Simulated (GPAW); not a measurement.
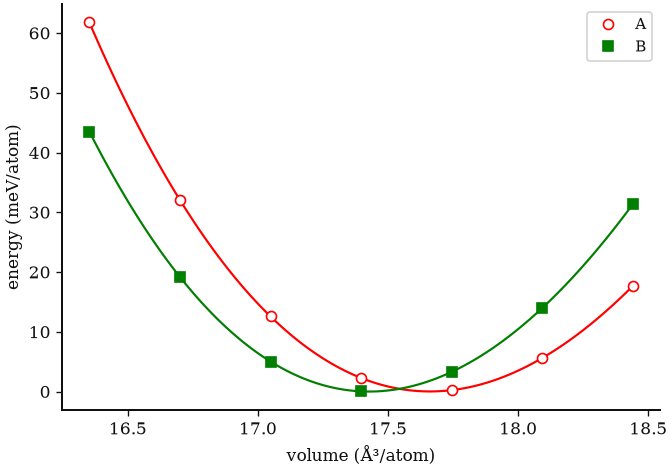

The figure compares two calculations of the energy against volume, each curve from its own zero. The first is for TaAs, space group I4_1md (No. 109).

The cell holds 4 atoms.

How it was computed, with GPAW 26.7.0: PAW DFT in plane waves, on a grid or in atomic orbitals, no spin polarisation; energies at scaled volumes of the given cell, shape and fractions fixed, counted from the fit's minimum, third-order Birch-Murnaghan fit. Level: r2SCAN.

```
         setting                                 value
          k mesh                                 7×7×7
     occupations                           Fermi–Dirac
  smearing width                               0.05 eV
      potentials  GPAW PAW data sets (gpaw data 1.2.1)
     wave cutoff                                600 eV
program settings                              basis pw
```

In the second, the level changes from r2SCAN to PBE.

> Which of A and B is the second calculation, and what did the change do?

A. The equilibrium volume rises from 17.43 to 17.66 Å³/atom (+1.3 %) and the bulk modulus falls from 188 to 178 GPa (−5.3 %).

For r2SCAN, limits of the calculation: shape and atomic fractions are frozen while scaling, which makes layered, chain and framework solids too stiff.

For PBE, limits of the calculation: shape and atomic fractions are frozen while scaling, which makes layered, chain and framework solids too stiff.

V0 and the bulk modulus come from third-order Birch–Murnaghan fits.
